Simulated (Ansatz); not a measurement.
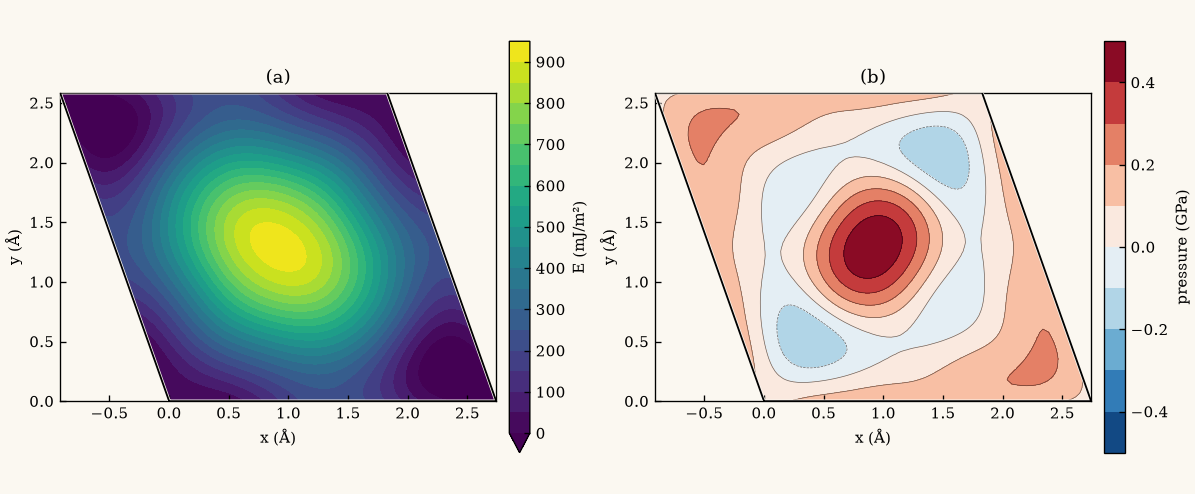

Ti (Im-3m, No. 229; 4 atoms in the cell). Gamma surface: rigid slide across a plane, one fault a cell; the plane is (0 1 1) of the conventional cell. Places are given modulo a cell vector. The map is drawn in real space over the plane of the slide. Nothing is relaxed (rigid halves, spacing across the cut fixed). Grid: 6 × 6 points; 13 points were computed and 23 follow by symmetry. All energies are given in mJ/m² relative to the lowest grid point. These are results of Ansatz 0.2.0, DFT LDA, scalar-relativistic, plane waves, PAW, not measurements. Settings: cutoff 520 eV, k-mesh 17×17×5 in the order of the run's cell vectors, gaussian smearing 0.15 eV, no spin polarisation.

Panel (a) is the energy and panel (b) the computed pressure on the same grid.

In the figure: filled contours, the outline of one cell of the plane. Between grid points the surface is interpolated.

**How does the pressure vary over the map, and what is it at the lowest grid point?**

It runs from −0.17 GPa at (1/6, 1/6) of the cell vectors to 0.49 GPa at (3/6, 3/6) of the cell vectors. At the lowest grid point, (0/6, 0/6) of the cell vectors, it is 0.08 GPa.

PAW datasets: the set soft_1.
